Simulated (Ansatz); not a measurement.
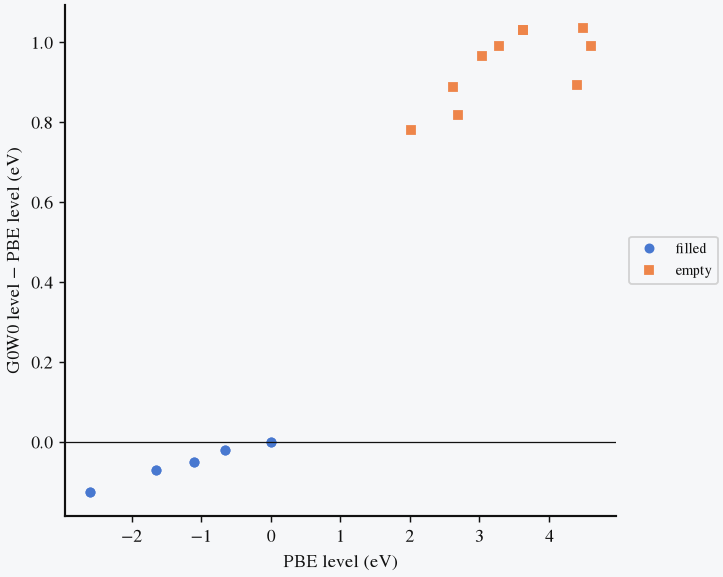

Change of each level from PBE to G0W0 against its PBE energy, both sets counted from their own valence top.

System: zincblende BeTe, space group F-43m (No. 216), 2 atoms in the primitive cell, relaxed with r2SCAN; cubic a = 5.657 Å. Starting point: PBE, Ansatz PAW set, no spin polarisation, no spin-orbit coupling, 4×4×4 k mesh, 420 eV cutoff, fixed occupations (Ansatz 0.2.0). Many-body step: G0W0 with empty bands 135, screening cutoff 120 eV and frequency treatment contour deformation.

Q: What does G0W0 do to the gap?

A: Over the k points that were corrected, the smallest gap goes from 2.01 eV in PBE (Γ to X) to 2.79 eV in G0W0 (Γ to X), a change of +0.78 eV (+39 %).

Q: What are the quasiparticle weights at the band edges?

A: The quasiparticle weight (renormalisation factor) lies between 0.77 and 0.80 for the top filled and first empty levels.

Q: Is the valence band stretched or squeezed?

A: Down to 2.6 eV under the top, the filled levels drop by about 0.05 eV more for each eV of depth, so the valence band is stretched by about 5 %.

```csv
k point,PBE direct gap (eV),G0W0 direct gap (eV)
Γ,3.63,4.66
L,4.15,5.17
X,4.60,5.51
```

The k mesh is coarse (spacing up to 0.48 Å⁻¹), so the values aren't converged. Spin-orbit coupling is left out, which matters for Te. Bands, cutoffs and mesh are finite, so these values aren't at the basis limit.
